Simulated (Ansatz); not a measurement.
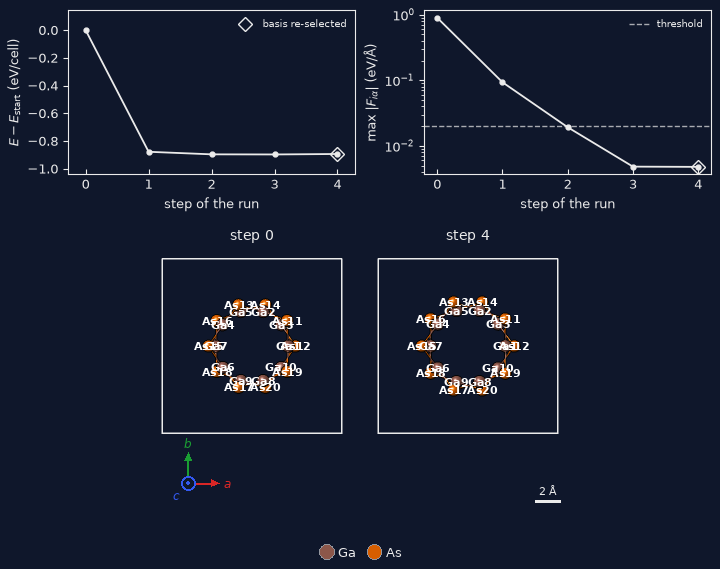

First and last geometry of a relaxation of a wire of composition GaAs, with the history of the run. A ball-and-stick model of the cell of the calculation, with the vacuum cut short, seen along the c axis.

Case: (5,0) tube.

All numbers below come from Ansatz, DFT PBE, scalar-relativistic, plane waves, PAW. Set-up: plane-wave cutoff 420 eV; k-point mesh 1 × 1 × 7; occupations gaussian; smearing width 0.05 eV; no spin polarisation; cell relaxed at fixed a, b, alpha, beta, gamma; force threshold 0.02 eV/Å; at most 45 steps.

Read the history and describe the run.

It converged. The energy falls by 0.893 eV per cell of the calculation in 3 accepted moves (4 points after the start). Largest force component: 0.9 eV/Å at the start, 0.0048 eV/Å at the end. The SCF was repeated once at an unchanged geometry on a basis and grid sized afresh for the cell, which shifted the energy by 3.3 meV per cell of the calculation at most. The largest moves relative to the centre of the atoms, 0.23 Å, are those of 10 atoms (As11, As12, As13, As14 and others). Largest moves by element: As 0.23 Å, Ga 0.10 Å. Along the periodic axis the drawn cell goes c 7.004 → 6.748 Å (−3.7 %). Among the contacts that change: Ga10–As12 2.371 → 2.433 Å, Ga10–As19 2.405 → 2.432 Å. Bond angles that change, for instance: As11–Ga2–As13 120.8° → 128.9°, Ga2–As13–Ga5 111.2° → 104.8°, As11–Ga2–As14 119.2° → 114.3°. The run took 4 min on 4 threads of Intel(R) Xeon(R) Platinum 8488C (Sapphire Rapids), on a shared host, peak memory 4.6 GiB.

| step | E − E(0), meV/atom | largest force component, eV/Å | note |
| --- | --- | --- | --- |
| 0 | 0.00 | 0.8975 |  |
| 1 | -43.87 | 0.0934 |  |
| 2 | -44.79 | 0.0192 |  |
| 3 | -44.83 | 0.0048 |  |
| 4 | -44.67 | 0.0048 | same geometry, new basis |
